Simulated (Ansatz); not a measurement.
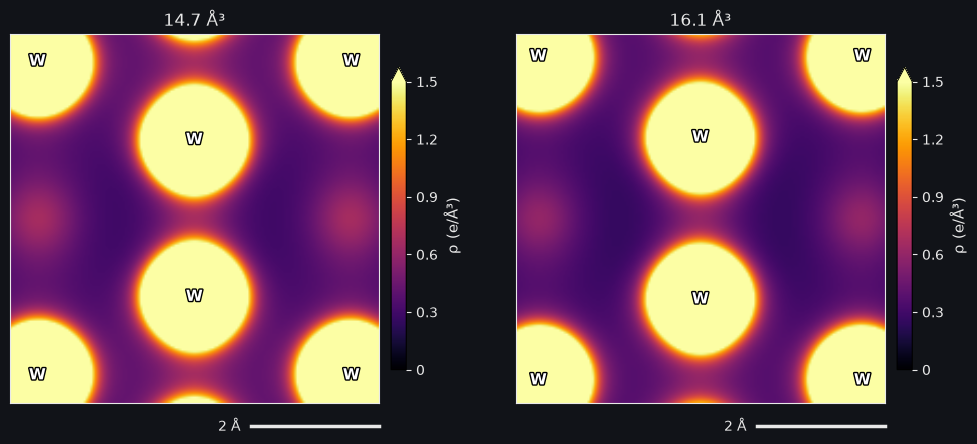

W. The valence electron density of cells scaled evenly to different volumes (given per atom above each panel), on the (010) plane of each (indices in the axes of the cell below), at one length scale and on one colour scale.

These are results of DFT r2SCAN, scalar-relativistic, plane waves, PAW in Ansatz 0.2.0, not measurements.

Core electrons are frozen (PAW), and the valence fields are smoothed inside the atomic spheres.

The largest cell:

```xyz
8
Lattice="5.0530 0.0000 0.0000 0.0000 5.0530 0.0000 0.0000 0.0000 5.0530" Properties=species:S:1:pos:R:3 pbc="T T T"
W     0.0000    0.0000    0.0000
W     2.5265    2.5265    2.5265
W     0.0000    2.5265    1.2633
W     0.0000    2.5265    3.7898
W     1.2633    0.0000    2.5265
W     3.7898    0.0000    2.5265
W     2.5265    3.7898    0.0000
W     2.5265    1.2633    0.0000
```

| volume (Å³/atom) | W–W contact in the plane (Å) | ρ at its midpoint (e/Å³) | pressure (GPa) | 
| --- | --- | --- | --- |
| 14.68 | 2.448 | 0.672 | 36.2 | 
| 15.64 | 2.501 | ? | ? | 
| 16.13 | 2.527 | 0.599 | 0.0 | 

### Estimate the missing row, and compare with the calculation.

Over the known rows ln ρ falls by 1.46 per Å of W–W distance (the line through the two), which gives 0.622 e/Å³ at 2.501 Å; the calculation gives 0.622 e/Å³. For the pressure, a straight line in volume between the neighbouring rows gives 12.2 GPa; the calculation gives 10.2, lower because pressure rises ever faster on compression.
